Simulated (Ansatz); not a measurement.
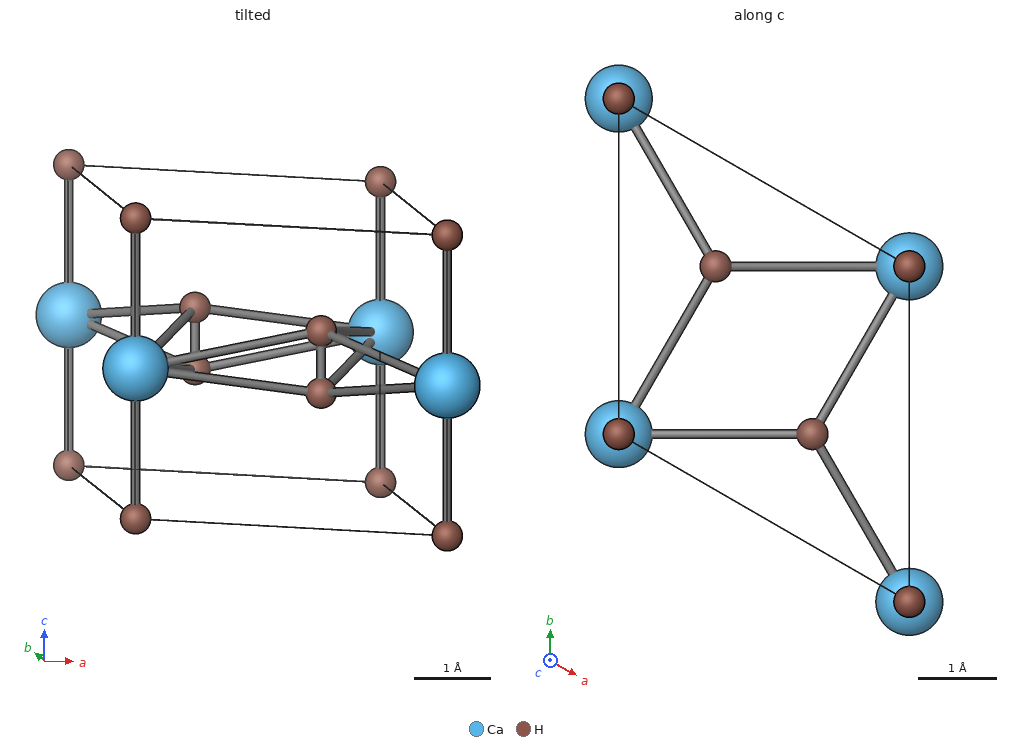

This ball-and-stick model is shown slightly off an axis and along the c axis. The frame is the conventional unit cell; atoms at its boundary are shown with their periodic copies. Cell: a = 4.34 Å, b = 4.34 Å, c = 4.03 Å, α = 90.00°, β = 90.00°, γ = 120.00°.

The model was built from a structure type filled with these elements by a generator (whether the compound takes this form wasn't checked). Earlier steps of the study may have refined or changed the cell and positions. It went into a calculation with Ansatz.

**In words:**

Its composition is CaH5. The structure has P6/mmm (No. 191) symmetry and a primitive hexagonal lattice. With Z = 1, the cell contains 1 Ca, 5 H. The coordination, counted out to bonding distance, is Ca 14 and H 2 to 4 (mean 3.6).

Results below were computed with DFT PBE, scalar-relativistic, plane waves, PAW in Ansatz 0.2.0; the settings were a plane-wave cutoff of 420 eV, a 12×12×10 grid in reciprocal space, Gaussian smearing of 0.1 eV, no spin polarisation.

**What does the calculation say: metal or gapped?**

A metal: bands cross the Fermi level.

**Give the Bader charge of each element.**

Ca +1.38 e; H -0.83 to -0.14 e.

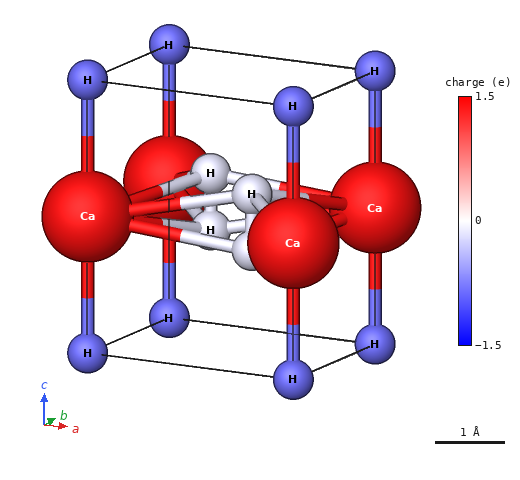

The atoms coloured by those charges. The run's cell of 6 atoms is drawn.

**Is the structure in equilibrium?**

Yes. All forces vanish to within 0.01 eV/Å. The pressure is 0.0 GPa, close to zero.
